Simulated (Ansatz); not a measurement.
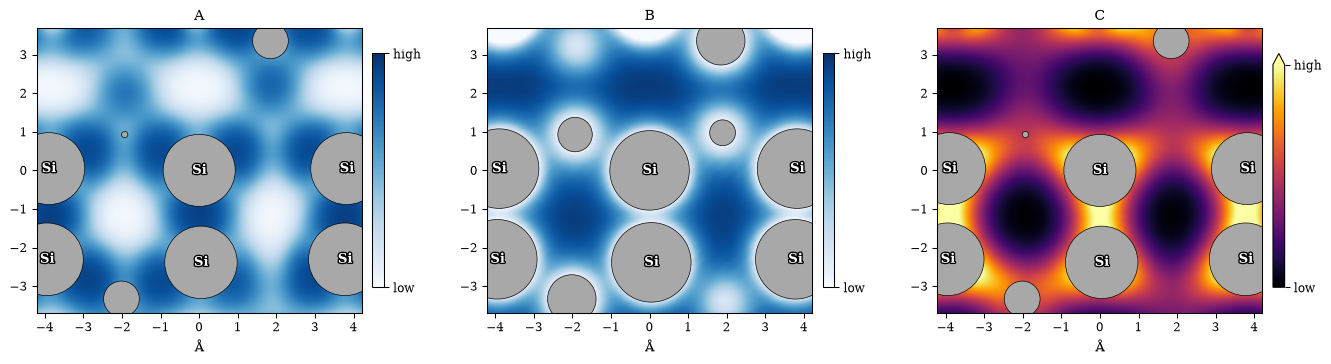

Si (cell with a defect): 3 fields on the (010) plane of the calculation cell, with unlabelled colour scales. Grey discs cover the atomic cores.

Not relaxed (largest force 1.0 eV/Å); computed pressure about −3 GPa in this cell.

All numbers below come from DFT PBE, scalar-relativistic, plane waves, PAW in Ansatz.

```
CELL_PARAMETERS angstrom
0.00000 0.00000 7.72205
0.00000 -6.69153 3.86103
6.69153 0.00000 3.86103
ATOMIC_POSITIONS crystal
Si 0.45597 0.85378 0.14622
Si 0.25248 0.32284 0.67716
Si 0.74752 0.31599 0.68401
Si 0.29403 0.64622 0.35378
Si 0.87500 0.75000 0.25000
Si 0.49752 0.17716 0.82284
Si 0.00248 0.18401 0.81599
Si 0.90696 0.33646 0.33278
Si 0.44835 0.29926 0.32089
Si 0.17380 0.83278 0.83646
Si 0.68150 0.82089 0.79926
Si 0.57620 0.66722 0.66354
Si 0.06850 0.67911 0.70074
Si 0.84304 0.16354 0.16722
Si 0.30165 0.20074 0.17911
```

> The panels show electron localisation function, electrostatic potential energy of an electron and valence pseudo-density in some order. Assign them.

Panel A: electron localisation function. Panel B: electrostatic potential energy of an electron (low next to the atoms, rising into the space between them). Panel C: valence pseudo-density. From the grid: Si–Si (2.35 Å): ρ at the midpoint is about 0.55 e/Å³; the ELF peaks at about 0.95 between the atoms. Si–Si (2.39 Å): ρ is about 0.53 e/Å³ halfway; the ELF peaks at about 0.95 between the atoms.
